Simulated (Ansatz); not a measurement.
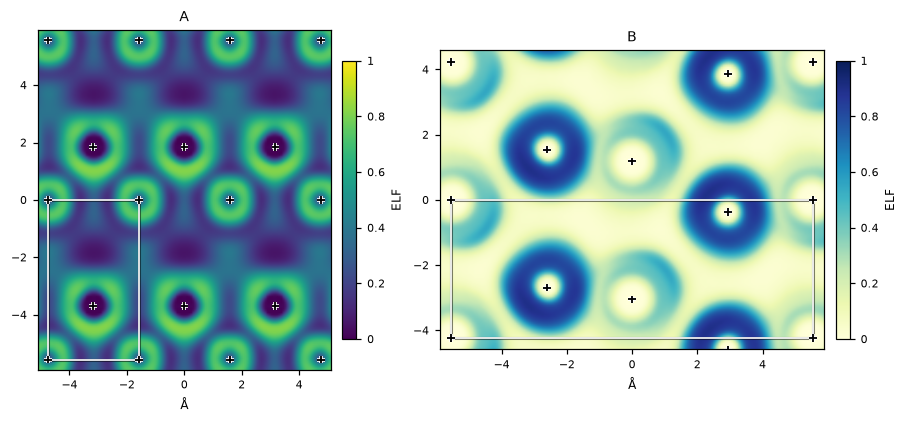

The electron localisation function of 2 systems, each on a plane through atoms (crosses mark nuclei in the plane).

Method: DFT PBEsol, scalar-relativistic, plane waves, PAW (Ansatz 0.2.0).

System 1: SnS, the (010) plane of the conventional cell. Space group Pnma.

```
CELL_PARAMETERS angstrom
11.09503 0.00000 0.00000
0.00000 3.98466 0.00000
0.00000 0.00000 4.23337
ATOMIC_POSITIONS crystal
Sn 0.11854 0.25000 0.11024
Sn 0.38146 0.75000 0.61024
Sn 0.61854 0.25000 0.38976
Sn 0.88146 0.75000 0.88976
S 0.85332 0.25000 0.47510
S 0.64668 0.75000 0.97510
S 0.35332 0.25000 0.02490
S 0.14668 0.75000 0.52490
```

System 2: MoP, the (110) plane of the conventional cell. Space group P-6m2; computed without spin polarisation.

```
Mo P
1.0
     3.20948    0.00000    0.00000
    -1.60474    2.77949    0.00000
     0.00000    0.00000    3.17148
Mo P
1 1
Direct
  0.00000 0.00000 0.00000
  0.33333 0.66667 0.50000
```

Q: Match each panel to its system.

A: Panel A is system 2, MoP: the plane holds Mo and P. Mo–P (2.44 Å): the ELF peaks at about 0.80 in the valence shell of P, 0.8 Å from its nucleus, and is about 0.45 at the midpoint. Panel B is system 1, SnS: the plane holds Sn and S. Sn–S (2.63 Å): the ELF peaks at about 0.85 in the valence shell of S, 0.9 Å from its nucleus, and is about 0.50 at the midpoint.
